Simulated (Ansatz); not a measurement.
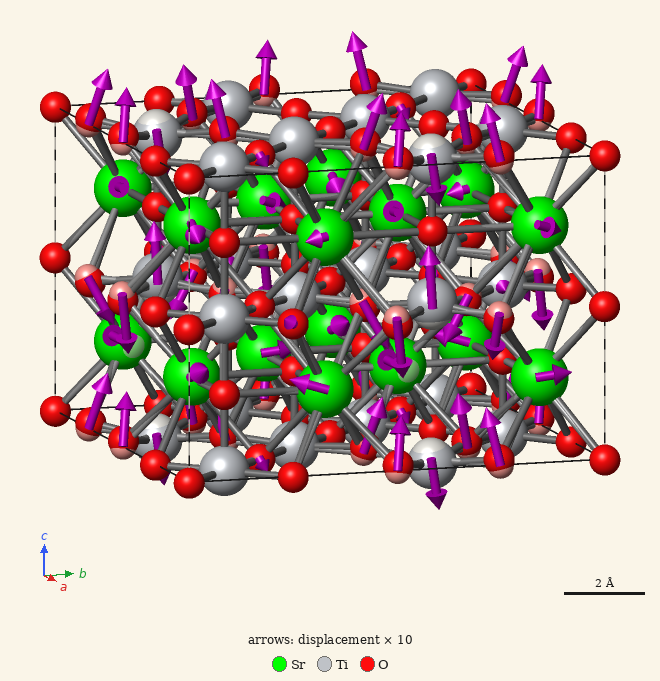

A relaxation of a defect cell of composition Sr$_{8}$Ti$_{8}$O$_{23}$ (cell charge +2). The starting structure is drawn faded, the final one solid; purple arrows show the displacements, 10 times their true length.

The picture is a ball-and-stick view of the larger cell on standard axes (2 times the calculation's cell) (origin shifted), seen slightly off an axis.

The atoms of the start lie slightly off their symmetric places, so part of the fall in energy undoes that.

The calculation used DFT, PBEsol, PAW, plane waves (Ansatz). Settings: plane-wave cutoff 420 eV; k-point mesh 1 × 1 × 1; mesh shifted by (0.25, 0.25, 0.25); no spin polarisation; atoms relaxed in a fixed cell; force threshold 0.03 eV/Å; at most 80 steps.

What happened in the run?

The atom that moves furthest is an O atom (0.18 Å roughly along [−1 0 −3]). By element the largest moves are O 0.18 Å, Ti 0.16 Å, Sr 0.12 Å. The lattice vectors keep their values. Near-neighbour distances that change, for instance: Sr–Ti 3.324 → 3.519 Å, Sr–Ti 3.345 → 3.536 Å, O–Sr 2.727 → 2.913 Å, O–Sr 2.712 → 2.891 Å. Bond angles that change, for instance: O–Ti–O 178.8° → 163.4°, O–Ti–O 178.0° → 163.4°, Ti–O–Ti 179.7° → 167.5°. Over 6 geometry steps the energy falls by 2.346 eV per cell of the calculation. The largest force component goes from 5.1 to 0.024 eV/Å.

Limits of the set-up: the periodic images lie only 7.8 Å apart, so the values are limited by the cell's size; the cell is charged, on a uniform background, and energies carry no finite-size correction.
